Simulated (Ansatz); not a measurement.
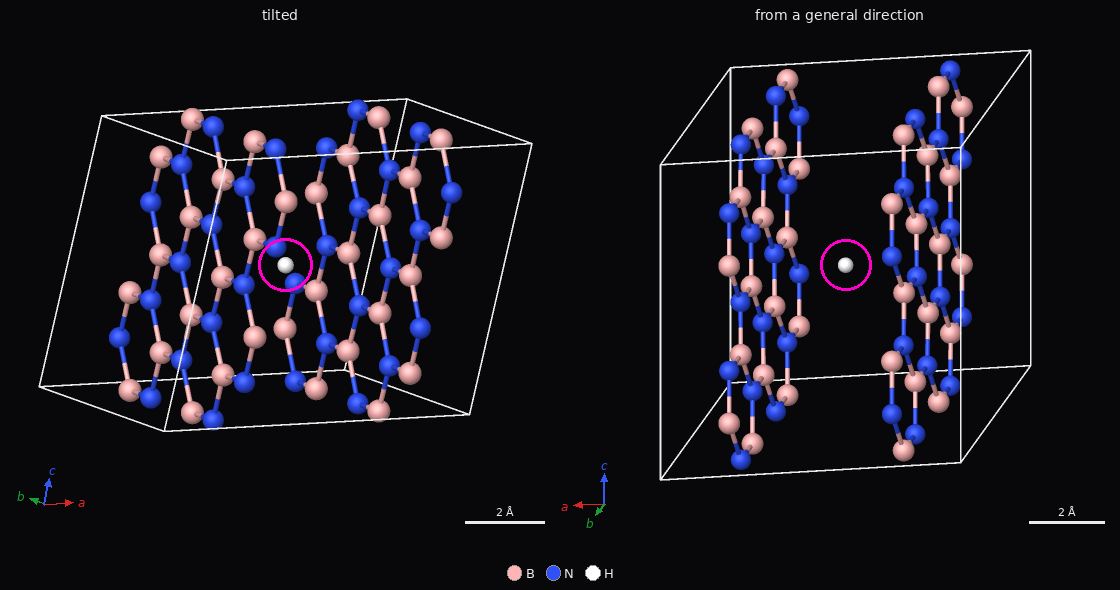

View slightly off an axis and from a general direction, drawn as a ball-and-stick model. Atoms at the boundary of the supercell (the box) are drawn once for each face, edge or corner they touch. The host is BN, in a cell of 48 sites, and the cell is neutral. A ring marks the defect's site.

Spot the defect.

An interstitial hydrogen atom. It is bonded to no bonds drawn.

Run with DFT PBE, scalar-relativistic, plane waves, PAW in Ansatz and these settings: 420 eV cutoff, the zone sampled with 2×2×2 points, Gaussian smearing of 0.01 eV, collinear spins.

Does the defective cell carry a moment?

Yes, 1.0 μB in the cell.

The atoms were relaxed in the host's cell with DFT PBE, scalar-relativistic, plane waves, PAW (Ansatz 0.2.0).
